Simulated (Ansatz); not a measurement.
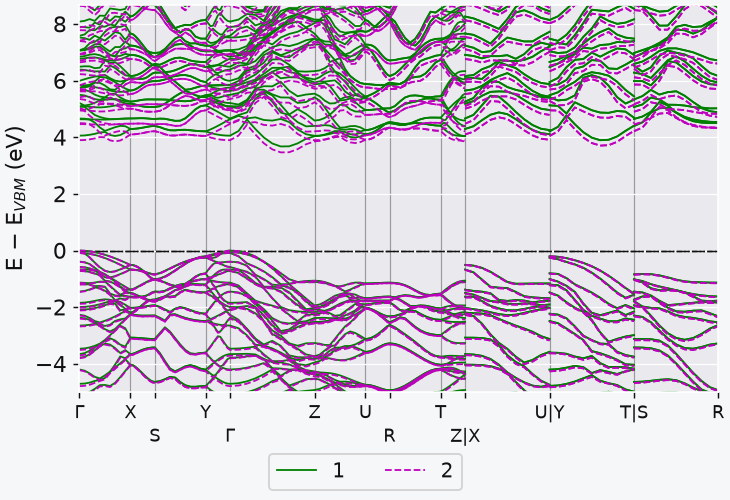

Band structures of BeS, space group Pbam (No. 55), 16 atoms in the cell, by two methods on the same cell. Each is counted from its own valence-band top.

### Which curve is which? The methods: LDA, PBE.

1 is PBE; 2 is LDA. PBE gives a gap of 3.68 eV along the path and LDA gives a gap of 3.47 eV along the path.

Settings. PBE: DFT PBE, scalar-relativistic, plane waves, PAW, no spin polarisation, 4×2×8 k mesh, 420 eV cutoff, Gaussian smearing of 0.02 eV (Ansatz). LDA: DFT LDA, scalar-relativistic, plane waves, PAW, no spin polarisation, 4×2×8 k mesh, 420 eV cutoff (Ansatz).

The structure is an invented one, so it need not be a known or stable phase.
